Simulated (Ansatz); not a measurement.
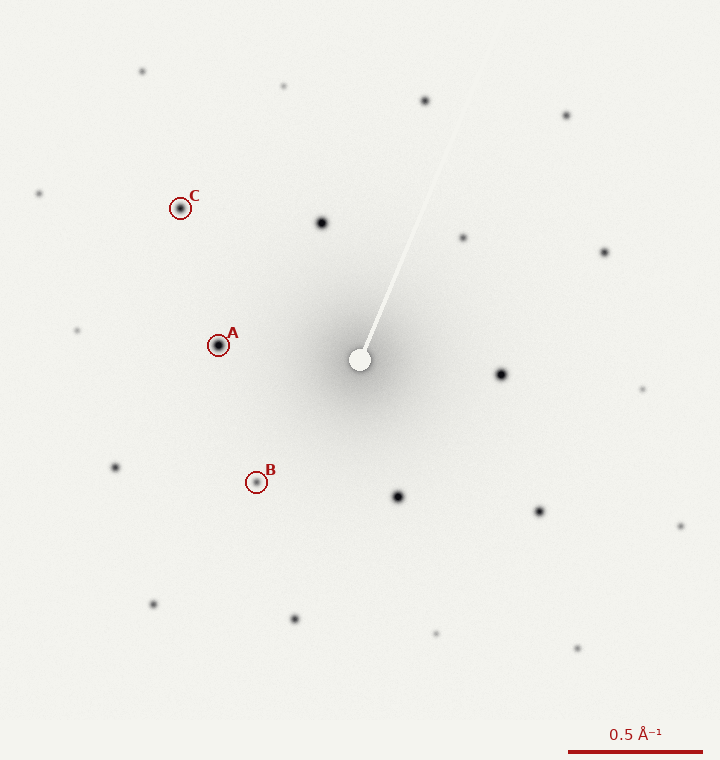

Computed electron diffraction pattern, 120 kV, single scattering only, B = 0.5 Å². The zone axis points towards the electron source and the pattern is seen from the source side.

Be, space group Fmmm (No. 69), a = 2.27 Å, b = 3.62 Å, c = 8.56 Å. Structure: the end point of a relaxation with Ansatz, DFT PBEsol, scalar-relativistic, plane waves, PAW; the starting structure was generated, so it need not be a known form of this composition.

Spot A is indexed -1 -1 1 and spot B 0 -2 2.

**What are the indices of the remaining marked spot?**

C = 2A − B = -2 0 0 (d = 1.135 Å).

**Give [uvw].**

The cross product of A and B is parallel to [011]; every spot obeys hu + kv + lw = 0.

**What are the spacings of A and B and the angle between them?**

d(A) = 1.876 Å, d(B) = 1.667 Å, and the angle is 55.7°.
